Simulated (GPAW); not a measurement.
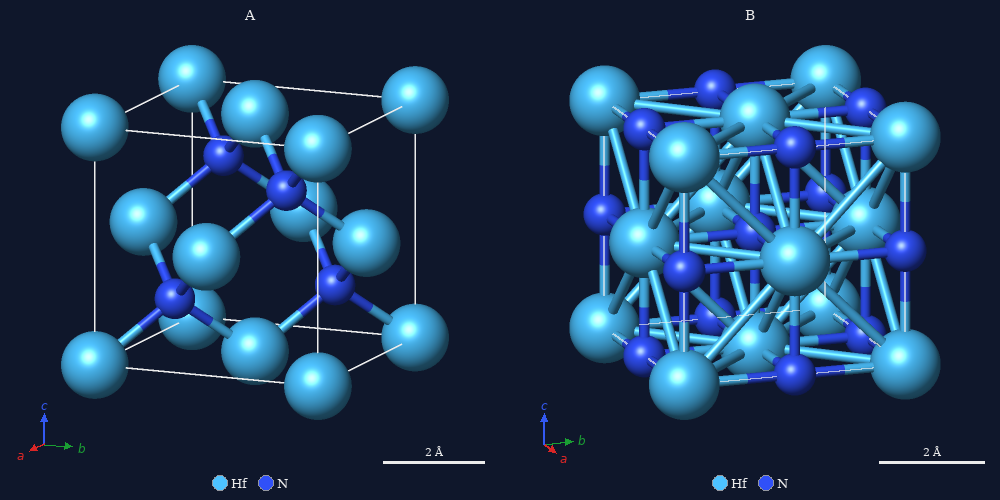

Two structures of HfN, each relaxed (cell and atoms) at zero pressure; conventional cells in solid outline, small ones repeated, each panel with its own scale. Alike in all runs: GPAW 26.7.0; functional PBEsol; dispersion D3; potentials PAW data sets generated in the run's folder for this functional; cutoff 800 eV; occupations fermi-dirac, width 0.05 eV; no spin polarisation; no spin-orbit coupling. The k meshes have like spacings.

Question: Name the structure in each panel.

Answer: A: zinc blende type, F-43m; B: rock salt (NaCl type), Fm-3m.

Question: Rank them by energy, lowest first.

Answer: B, then A (+422 meV/atom), static energies at zero smearing.

Question: Collect the results in a table.

Answer:
| panel | space group | E − E(lowest) (meV/atom) | volume (Å³/atom) |
| --- | --- | --- | --- |
| B | Fm-3m | 0 | 11.2 |
| A | F-43m | 422 | 14.3 |

The starts are database entries or structure types tried for this composition, and the most stable form need not be among them.

Caveat: later steps reuse the first step's grids; spin-orbit coupling is left out, which matters for Hf, if less for volumes and forces than for levels.
